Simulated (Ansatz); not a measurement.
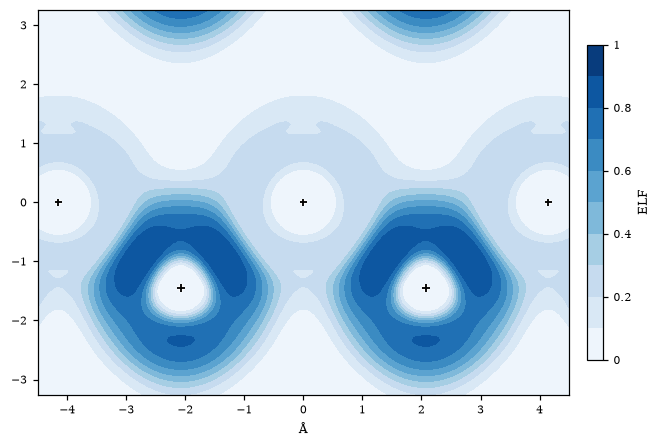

The electron localisation function on a plane through atoms (crosses mark nuclei in the plane).

The calculation used DFT, PBE, plane-wave PAW, default files, scalar-relativistic, frozen cores (Ansatz 0.2.0).

Candidates:
A. AlN, a = 3.09 Å, b = 3.09 Å, c = 4.95 Å, α = 90.00°, β = 90.00°, γ = 120.00°. Space group P6₃mc; computed pressure about 9 GPa in this cell.
B. Ru, a = 2.71 Å, b = 2.71 Å, c = 4.37 Å, α = 90.00°, β = 90.00°, γ = 120.00°. Space group P6₃/mmc; computed without spin polarisation.
C. InP, a = 4.15 Å, b = 4.15 Å, c = 5.81 Å, α = 90.00°, β = 90.00°, γ = 90.00°. Space group I-4m2; computed pressure about 4 GPa in this cell.

**Which candidate gave the map?**

Candidate C: InP on the (010) plane of the conventional cell, which holds In and P. In–P (2.53 Å): the ELF peaks at about 0.90 in the valence shell of P, 0.9 Å from its nucleus, and is about 0.55 at the midpoint.
